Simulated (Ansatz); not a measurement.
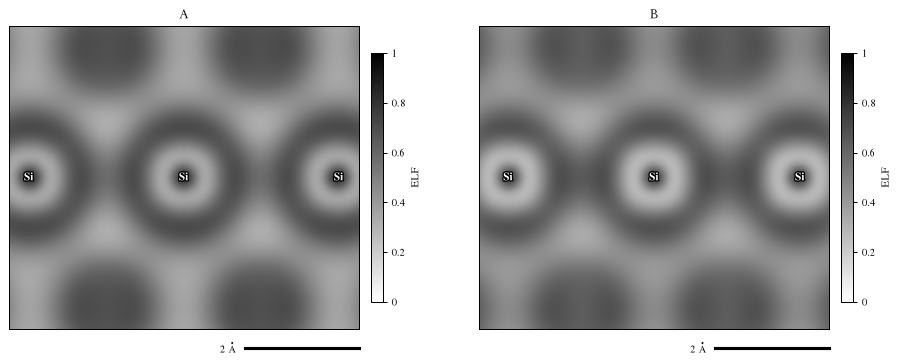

Si. The electron localisation function of two cells that differ in size and shape, on the (010) plane of each (indices in the axes of the calculation cell), at one length scale and on one colour scale: A has 14.8 Å³ an atom and B 13.3.

Space group P6₃/mmc; a structure from a database of computed crystals, not necessarily the ambient phase.

All numbers below come from DFT r2SCAN, scalar-relativistic, plane waves, PAW in Ansatz.

The larger cell:

```
Si
1.0
     2.71837    0.00000    0.00000
    -1.35919    2.35418    0.00000
     0.00000    0.00000    4.62145
Si
2
Cartesian
  0.0000 1.5695 1.1554
  1.3592 0.7847 3.4661
```

The smaller cell: a = 2.560 Å, b = 2.560 Å, c = 4.690 Å, α = 90.00°, β = 90.00°, γ = 120.00°.

### What changes from the larger cell to the smaller?

From the larger cell to the smaller, Si–Si goes from 2.72 to 2.56 Å, and the density at its midpoint from 0.29 to 0.37 e/Å³, the ELF there from 0.60 to 0.65; the pressure goes from −6 to 3.9 GPa.
